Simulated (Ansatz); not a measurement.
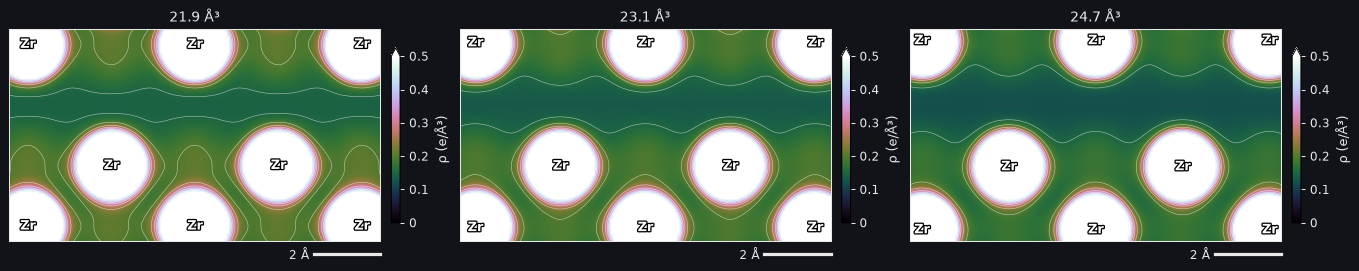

Zr. The valence charge density (pseudo) of cells scaled evenly to different volumes (given per atom above each panel), on the (110) plane of each (indices in the axes of the cell below), at one length scale and on one colour scale.

Level of theory: Ansatz, DFT, LDA, PAW with Ansatz's default frozen-core files, scalar-relativistic.

In a PAW calculation such maps are meaningful between the atoms, not at the nuclei.

The largest cell:

```
Zr
1.0
     3.29539    0.00000    0.00000
    -1.64769    2.85389    0.00000
     0.00000    0.00000    5.24795
Zr
2
Direct
  0.33333 0.66667 0.25000
  0.66667 0.33333 0.75000
```

| volume (Å³/atom) | Zr–Zr contact in the plane (Å) | ρ at its midpoint (e/Å³) | pressure (GPa) | 
| --- | --- | --- | --- |
| 21.88 | 3.114 | 0.184 | −0.4 | 
| 23.05 | 3.168 | 0.172 | −5.3 | 
| 23.75 | 3.200 | ? | ? | 
| 24.68 | 3.241 | 0.158 | −10.5 | 

### What values belong in the row with question marks?

Over the known rows ln ρ falls by 1.20 per Å of Zr–Zr distance (a least-squares line), which gives 0.166 e/Å³ at 3.200 Å; the calculation gives 0.166 e/Å³. For the pressure, a straight line in volume between the neighbouring rows gives −7.5 GPa; the calculation gives −7.7.
